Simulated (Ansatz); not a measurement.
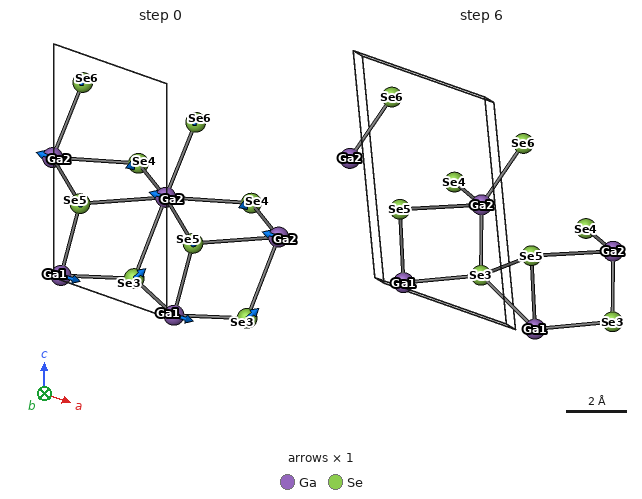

The structure of a crystal of GaSe2 (built on the fluorite_225 type) (coarse preliminary run) before (left) and after (right) a relaxation, at one scale. The blue arrows give the displacements (the part carried along by the change of the cell is left out), at their true length.

Style: ball-and-stick. Shown: the cell of the calculation, reduced to other axes, repeated 2 × 1 × 1 with one cell outlined, along the b axis. Lengths and directions refer to the drawn axes.

All numbers below come from DFT PBE, scalar-relativistic, plane waves, PAW in Ansatz 0.2.0.

The input:
```yaml
crystal:
  lattice:
    - [-3.2437093318, -0.1117504468, -3.1746350909]
    - [-3.3737560933, -3.4198617359, 0.0182963147]
    - [-6.4879438725, 3.141997107, 3.2869107466]
  atoms:
    - { symbol: Ga, position: [1.0161957181, 0.9206167361, 0.0198845706] }
    - { symbol: Ga, position: [0.5336832428, 0.4765563311, 0.5120631701] }
    - { symbol: Se, position: [0.6080226918, 0.6811715898, 0.1169177503] }
    - { symbol: Se, position: [0.1251455842, 0.1263509641, 0.6164467877] }
    - { symbol: Se, position: [0.8459209164, 0.9225420722, 0.3560809564] }
    - { symbol: Se, position: [0.3710318466, 0.3727623067, 0.8786067649] }
basis:
  ecutwfc: 420
kpoints:
  mp_grid: { grid: [6, 6, 6] }
hamiltonian:
  xc: pbe
scf:
  occupations: { method: gaussian, width: 0.1 }
output:
  forces: true
  stress: true
  eigenvalues: true
relax:
  adjacent_minimum: "off"
  f_tol: 0.015
  max_steps: 120
  cell: { stress_tol: 0.15 }
```

Command:
```bash
ansatz run input.yaml --threads 1 --pin off --max-ram 2560MiB --backend cpu --events-out ev --progress --plain --runs-dir out
```

Summarise the run.

The run was cut off at its time limit before the relaxation converged, so the last structure is only a point on the way. The energy falls by 276 meV per atom in 6 geometry steps. Largest force component: 0.59 eV/Å at the start, 0.6 eV/Å at the end. Pressure: 1.47 GPa at the start and 0.73 GPa at the end. The atom that moves furthest relative to the cell is Ga1 (0.71 Å along [2 1 0]). Largest moves by element: Ga 0.71 Å, Se 0.56 Å. The volume changes by +9.6 %, with a 4.540 → 5.016 Å (+10.5 %), b 4.599 → 4.518 Å (−1.8 %), c 7.923 → 7.747 Å (−2.2 %), α 91.5° → 96.6°, β 106.6° → 111.9°, γ 116.6° → 105.0°. Some distances before and after: Ga1–Se6 3.118 → 4.482 Å, Ga2–Se4 2.913 → 3.663 Å, Se4–Se5 3.154 → 2.414 Å, Se4–Se5 (another image) 3.284 → 3.969 Å. New bonds form: Se4–Se5 (3.15 → 2.41 Å). Among the angles between lasting bonds that change: Se3–Ga2–Se6 171.4° → 144.7°, Se3–Ga1–Se6 162.4° → 137.0°, Ga1–Se3–Ga2 109.2° → 132.2°. The space group stays P1 (No. 1).
